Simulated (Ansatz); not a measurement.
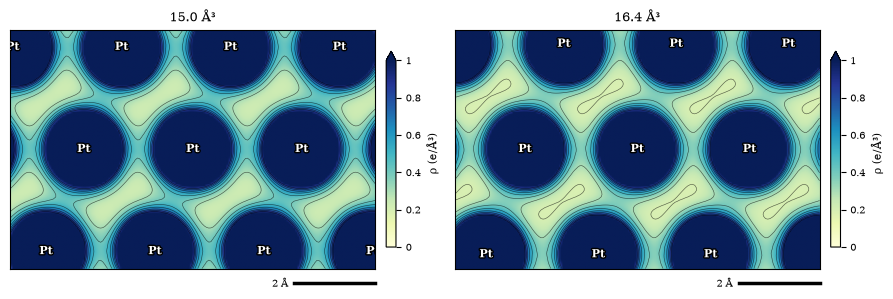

Pt. The valence electron density of cells scaled evenly to different volumes (given per atom above each panel), on the (101̄) plane of each (indices in the axes of the cell below), at one length scale and on one colour scale.

A structure from a database of computed crystals, not necessarily the ambient phase.

Method: DFT r2SCAN, scalar-relativistic, plane waves, PAW (Ansatz 0.2.0).

The density is the valence pseudo-density of a PAW calculation; it isn't the true density close to the nuclei.

The largest cell:

```cif
data_structure
_symmetry_space_group_name_H-M 'P 1'
_symmetry_Int_Tables_number 1
_cell_length_a 2.7717
_cell_length_b 2.7717
_cell_length_c 2.7717
_cell_angle_alpha 110.279
_cell_angle_beta 110.279
_cell_angle_gamma 107.867
_cell_volume 16.38
loop_
_atom_site_label
_atom_site_type_symbol
_atom_site_fract_x
_atom_site_fract_y
_atom_site_fract_z
_atom_site_occupancy
Pt1 Pt 0.00000 0.00000 0.00000 1
```

| volume (Å³/atom) | Pt–Pt contact in the plane (Å) | ρ at its midpoint (e/Å³) | pressure (GPa) | 
| --- | --- | --- | --- |
| 14.96 | 2.689 | 0.425 | 9.6 | 
| 15.66 | 2.731 | ? | ? | 
| 16.38 | 2.772 | 0.363 | −12.6 | 

Question: Estimate the missing row, and compare with the calculation.

Answer: Over the known rows ln ρ falls by 1.90 per Å of Pt–Pt distance (the line through the two), which gives 0.392 e/Å³ at 2.731 Å; the calculation gives 0.392 e/Å³. For the pressure, a straight line in volume between the neighbouring rows gives −1.3 GPa; the calculation gives −3.0, lower because pressure rises ever faster on compression.
